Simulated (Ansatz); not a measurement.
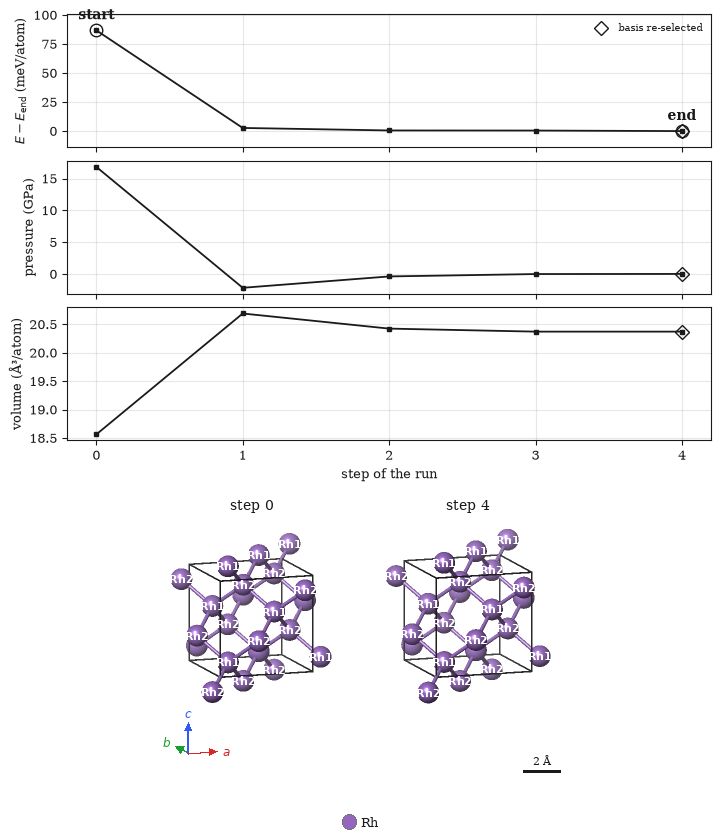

First and last geometry of a relaxation of a crystal of Rh (a generated structure, set up in Fd-3m), with the history of the run. A ball-and-stick model of the conventional cell (4 times the calculation's cell), seen slightly off an axis. Lengths and directions refer to the drawn axes.

Phase: diamond.

Theory: DFT, r2SCAN, plane waves (500 eV) with PAW, scalar-relativistic in Ansatz. Settings: plane-wave cutoff 500 eV; k-point mesh 10 × 10 × 10; occupations fermi dirac; smearing width 0.05 eV; collinear spin; cell and atoms relaxed; force threshold 0.01 eV/Å; at most 60 steps.

Question: Read the history and describe the run.

Answer: It converged. No atom moves by more than 0.005 Å relative to the cell. The volume changes by +9.7 %, with a = b = c 5.296 → 5.462 Å (+3.1 %). Some distances before and after: Rh1–Rh2 2.293 → 2.365 Å. The space group stays Fd-3m (No. 227). After 3 accepted moves (4 points after the start) the energy has fallen by 86.8 meV per atom. All forces vanish by symmetry, so only the cell relaxes. The pressure goes from 16.83 to 0.02 GPa. At 1 point the geometry stayed and the basis and grid were re-selected for the new cell (energy shift of 0.5 meV per atom at most each time). The program noted that the starting moments weren't kept. The run took of the order of 90 core-seconds on a shared host.
